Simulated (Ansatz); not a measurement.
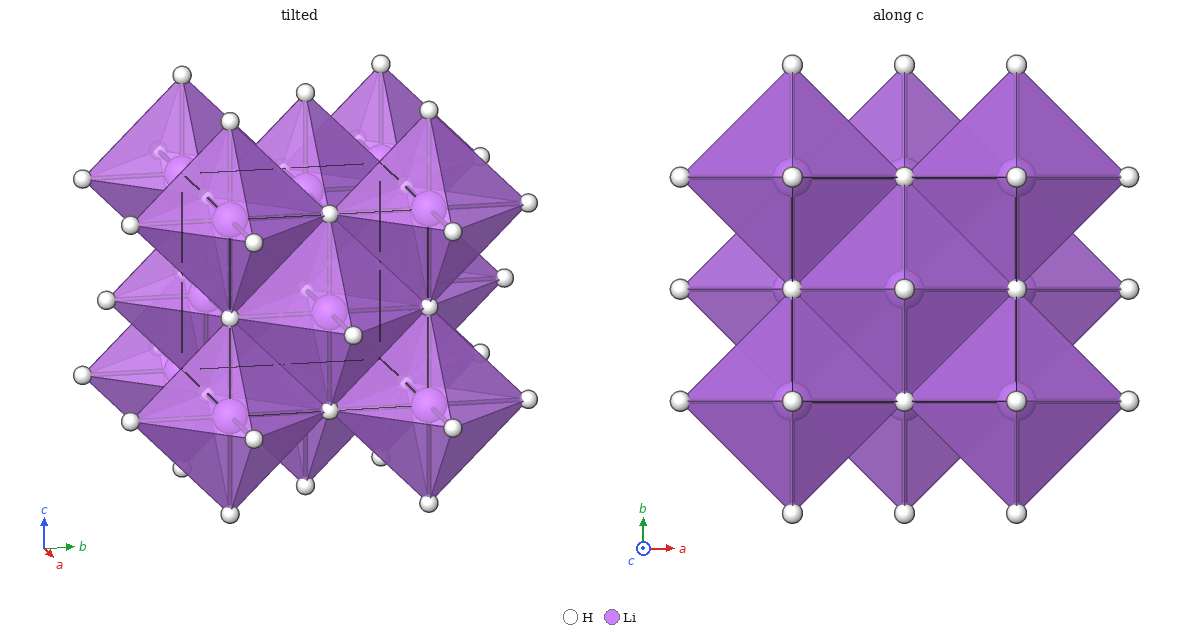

Structure drawing (polyhedral), viewed slightly off an axis and along the c axis. Lines trace the edges of the drawn cell (a repeat of the simulation cell). Some neighbours outside the box are added.

LiH, a = 4.046 Å, b = 4.046 Å, c = 3.993 Å, α = 90.00°, β = 90.00°, γ = 90.00°. Strictly the space group is I4/mmm (No. 139, within 0.01 Å). It is a distorted form of a face-centred cubic structure, space group Fm-3m (No. 225) within 0.25 Å: rock salt (NaCl type). Provenance: a structure type filled with these elements by a generator (whether the compound takes this form wasn't checked). The cell was then strained or its atoms displaced on purpose. It was the input of a calculation with Ansatz.

This one geometry was computed with Ansatz (DFT, plane waves, PAW) at three levels of theory: r2SCAN, HSE06 and PBE. It was relaxed with r2SCAN and then strained.

### How does the band gap change with the level of theory?

PBE: a gap of 2.87 eV, indirect; r2SCAN: a gap of 3.51 eV, indirect; HSE06: a gap of 3.85 eV, indirect.

### Collect the results in a table.

| level | cutoff (eV) | k-mesh of the run's cell | gap (eV) | pressure (GPa) |
| --- | --- | --- | --- | --- |
| r2SCAN | 500 | 10×10×10 | 3.51 | -0.6 |
| HSE06 | 420 | 8×8×8 | 3.85 | -1.1 |
| PBE | 420 | 10×10×10 | 2.87 | -0.6 |

Gaps are taken on the k-mesh or band path of each run.
